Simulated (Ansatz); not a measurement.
System: a (111) slab cut from HfC (Fm-3m), of composition Hf₅C₄ (not the bulk's), ended by Hf planes, 9 atoms in the cell.

```yaml
crystal:
  lattice:
    - [3.28910, 0.00000, 0.00000]
    - [-1.64455, 2.84845, 0.00000]
    - [0.00000, 0.00000, 25.74216]
  atoms:
    - { symbol: Hf, position: [0.33333, 0.66667, 0.29682] }
    - { symbol: C, position: [0.66667, 0.33333, 0.34082] }
    - { symbol: Hf, position: [0.00000, 0.00000, 0.39840] }
    - { symbol: C, position: [0.33333, 0.66667, 0.44753] }
    - { symbol: Hf, position: [0.66667, 0.33333, 0.50000] }
    - { symbol: C, position: [0.00000, 0.00000, 0.55247] }
    - { symbol: Hf, position: [0.33333, 0.66667, 0.60160] }
    - { symbol: C, position: [0.66667, 0.33333, 0.65918] }
    - { symbol: Hf, position: [0.00000, 0.00000, 0.70318] }
```

Method: DFT PBE, spin-orbit coupling, plane waves, PAW, 12×12×1 k mesh, 420 eV cutoff (Ansatz 0.2.0).

Predict the main features of the band structure. The path is M–Γ–K–M.

A metal: 4 spinor bands cross the Fermi level along this path (the two partners of a degenerate pair count as two). The last band that the electron count would fill rises to 0.35 eV above the Fermi level at M, leaving holes there, and the next band dips to 0.32 eV below it between M and Γ, holding electrons: an overlap of 0.67 eV. At Γ the nearest levels lie 0.42 eV below and 0.98 eV above the Fermi level.

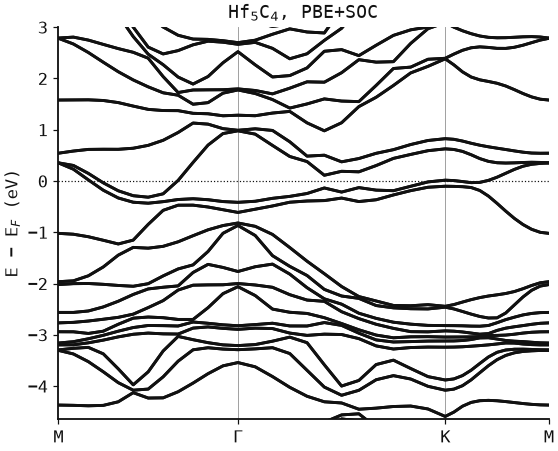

Band structure. Energies are counted from the Fermi level.
